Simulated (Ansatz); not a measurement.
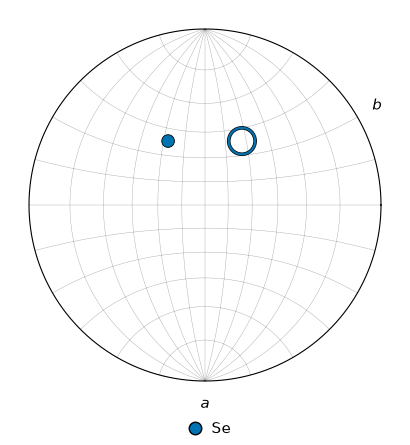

Crystal: Se, the end point of a relaxation with DFT r2SCAN, scalar-relativistic, plane waves, PAW in Ansatz. Directions from one selenium atom at (0.217, 0, 1/6) to its bonded neighbours, in stereographic projection down c (filled: above the plane of the page or in it, open: below). Geometry calculated from the standardised cell; symmetry tolerance 0.002 Å.

Neighbours are counted up to 2.78 Å for Se.

```
Se
1.0
     4.50542    0.00000    0.00000
    -2.25271    3.90181    0.00000
     0.00000    0.00000    4.99161
Se
3
Direct
  0.21708 0.00000 0.16667
  0.00000 0.21708 0.83333
  0.78292 0.78292 0.50000
```

Question: How many neighbours are there, and at what angles?

Answer: 2: 2 Se at 2.37 Å. Angles between bonds: 104° (1×).

Question: What is the site's symmetry in the crystal?

Answer: Point group 2 (C2), order 2: one twofold axis. In P3_221 (No. 154) this is Wyckoff position 3b.
